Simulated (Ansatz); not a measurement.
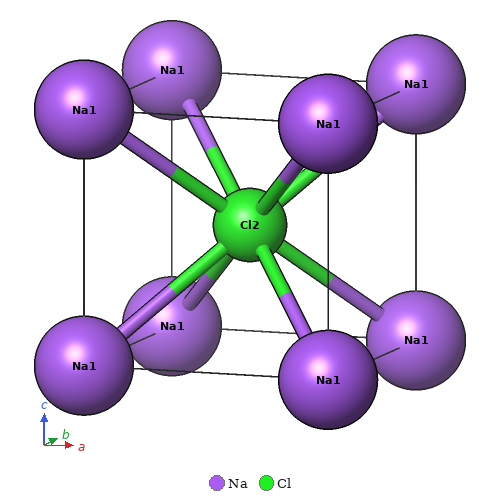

The system is NaCl (Pm-3m, No. 221; 2 atoms in the cell); the picture shows the reference structure. The energy is mapped over two homogeneous strains (x, y and z along the cube axes). Coordinates scanned: (1) strain +e along x and -e along y; (2) strain +e along z and -e/2 along x and y. Nothing is relaxed (symmetry fixes all fractional coordinates). The scan uses a 9 × 9 grid; 45 points were computed and 36 follow by symmetry. Points are written as (first, second). All energies are given in meV/atom relative to the lowest grid point. The cutoff or the k-mesh is coarse on purpose, so the values aren't converged. Theory: Ansatz 0.2.0, DFT LDA, scalar-relativistic, plane waves, PAW. Settings: cutoff 340 eV, k-mesh 8×8×8, gaussian smearing 0.05 eV, no spin polarisation.

Its coordinates:

```
CELL_PARAMETERS angstrom
3.36971 0.00000 0.00000
0.00000 3.36971 0.00000
0.00000 0.00000 3.36971
ATOMIC_POSITIONS crystal
Na 0.00000 0.00000 0.00000
Cl 0.50000 0.50000 0.50000
```

Range: strain +e along x and -e along y from −15.00 to 15.00 %; strain +e along z and -e/2 along x and y from −4 to 4 %.

What will the energy surface look like?

The lowest grid point is at (0.00 %, 0 %). The highest grid point, (−15.00 %, 4 %), lies 329 meV/atom above the lowest. The gap on the k-mesh is 4.0 eV at the lowest point and runs from 1.1 to 4.0 eV over the map.

```tsv
second ↓, first →	−15.00	−11.25	−7.50	−3.75	0.00	3.75	7.50	11.25	15.00
4	329	180	84	30	13	30	84	180	329
3	313	169	76	24	7	24	76	169	313
2	298	160	70	19	3	19	70	160	298
1	286	152	65	17	1	17	65	152	286
0	276	147	63	15	0	15	63	147	276
−1	268	143	62	16	1	16	62	143	268
−2	262	141	62	18	3	18	62	141	262
−3	259	141	65	22	8	22	65	141	259
−4	257	144	69	27	14	27	69	144	257
```

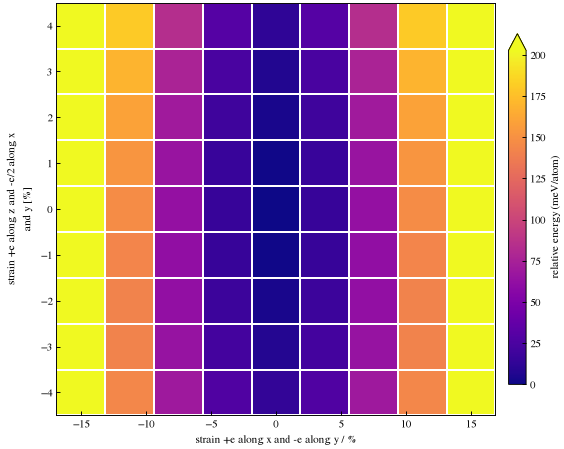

In the figure: one coloured cell a grid point, one colour for all values above the top of the scale.

Time for the 45 points that were run: 74 s on 1 thread of Arm Neoverse V2, with other jobs on the host.
